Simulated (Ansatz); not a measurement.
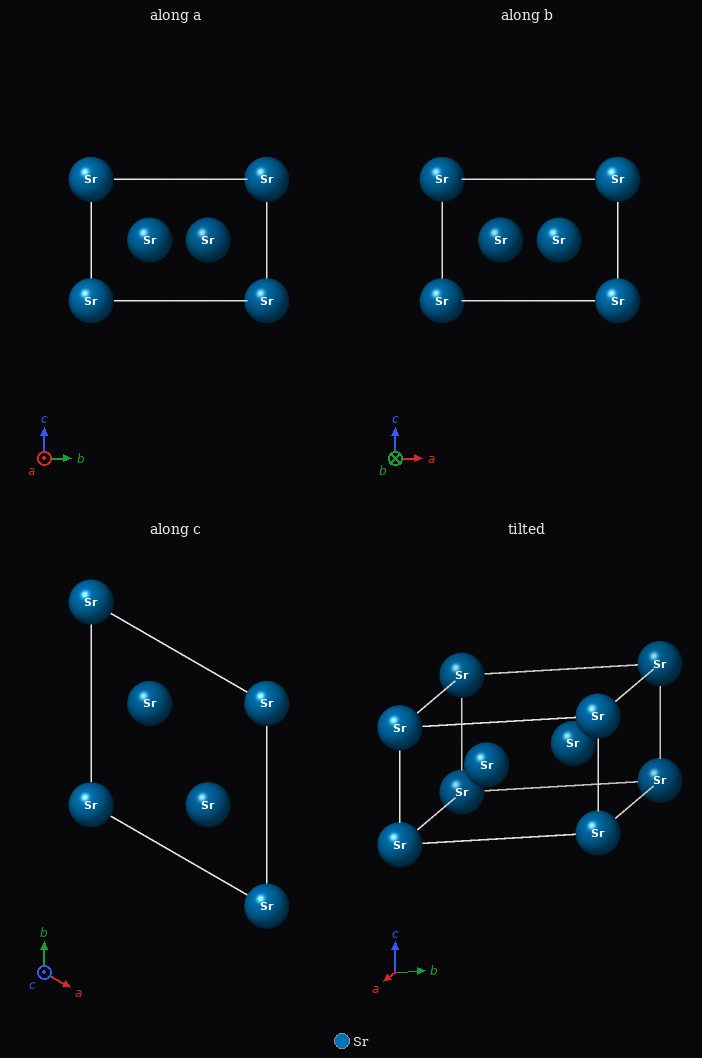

View along the a axis, along the b axis, along the c axis and slightly off an axis, drawn as a spheres-only model. Lines trace the edges of the conventional unit cell.

Lattice parameters: a = 7.135 Å, b = 7.135 Å, c = 4.275 Å, α = 90.00°, β = 90.00°, γ = 120.00°.

Question: Reconstruct the structure as a table of Wyckoff sites.

Answer: Space group P6/mmm (No. 191).
| atom | site | x | y | z |
| --- | --- | --- | --- | --- |
| Sr | 1a | 0.0000 | 0.0000 | 0.0000 |
| Sr | 2d | 0.3333 | 0.6667 | 0.5000 |

Provenance: a structure type filled with this element by a generator (whether the element takes this form wasn't checked). Earlier steps of the study may have refined or changed the cell and positions. An electronic-structure calculation with Ansatz was run on it.
